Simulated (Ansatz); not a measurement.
Ti2Co

```cif
data_structure
_symmetry_space_group_name_H-M 'P 1'
_symmetry_Int_Tables_number 1
_cell_length_a 6.8688
_cell_length_b 6.8688
_cell_length_c 6.8688
_cell_angle_alpha 90.000
_cell_angle_beta 90.000
_cell_angle_gamma 90.000
_cell_volume 324.07
loop_
_atom_site_label
_atom_site_type_symbol
_atom_site_fract_x
_atom_site_fract_y
_atom_site_fract_z
_atom_site_occupancy
Ti1 Ti 0.62500 0.12500 0.12500 1
Ti2 Ti 0.12500 0.62500 0.12500 1
Ti3 Ti 0.12500 0.12500 0.62500 1
Ti4 Ti 0.62500 0.62500 0.62500 1
Ti5 Ti 0.62500 0.37500 0.37500 1
Ti6 Ti 0.12500 0.87500 0.37500 1
Ti7 Ti 0.12500 0.37500 0.87500 1
Ti8 Ti 0.62500 0.87500 0.87500 1
Ti9 Ti 0.87500 0.37500 0.12500 1
Ti10 Ti 0.37500 0.87500 0.12500 1
Ti11 Ti 0.37500 0.37500 0.62500 1
Ti12 Ti 0.87500 0.87500 0.62500 1
Ti13 Ti 0.87500 0.12500 0.37500 1
Ti14 Ti 0.37500 0.62500 0.37500 1
Ti15 Ti 0.37500 0.12500 0.87500 1
Ti16 Ti 0.87500 0.62500 0.87500 1
Co1 Co 0.00000 0.00000 0.00000 1
Co2 Co 0.50000 0.50000 0.00000 1
Co3 Co 0.50000 0.00000 0.50000 1
Co4 Co 0.00000 0.50000 0.50000 1
Co5 Co 0.25000 0.25000 0.25000 1
Co6 Co 0.75000 0.75000 0.25000 1
Co7 Co 0.75000 0.25000 0.75000 1
Co8 Co 0.25000 0.75000 0.75000 1
```

Space group Fd-3m; spin-polarised.

Computed with Ansatz, DFT LDA, scalar-relativistic, plane waves, PAW.

Question: What can the converged valence pseudo-density, electron localisation function and spin density tell about the bonding?

Answer: Ti–Ti (2.43 Å): ρ is about 0.36 e/Å³ halfway; the ELF is about 0.15 at the midpoint (no localised pair shows between them).
Ti–Co (2.85 Å): ρ at the midpoint is about 0.22 e/Å³; the ELF is about 0.30 at the midpoint.
The spin density sits on Co: +0.5 μB (×8) in one cell of 24 atoms: parallel main moments (a ferromagnetic arrangement) in this solution. The cell of the calculation (6 atoms) carries 1.0 μB of net spin moment.

Question: Metal or insulator at this level of theory?

Answer: It is metallic or semimetallic at this level of theory: no gap opens.

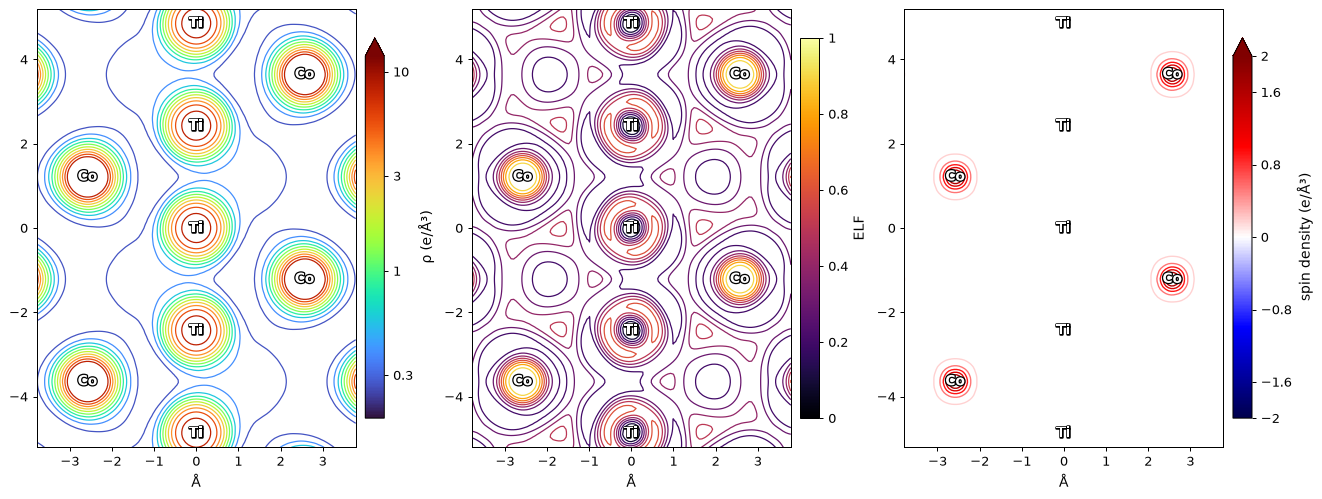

Computed valence pseudo-density, electron localisation function and spin density on the (011) plane of the conventional cell, in this order. 

Core electrons are frozen (PAW), and the valence fields are smoothed inside the atomic spheres.
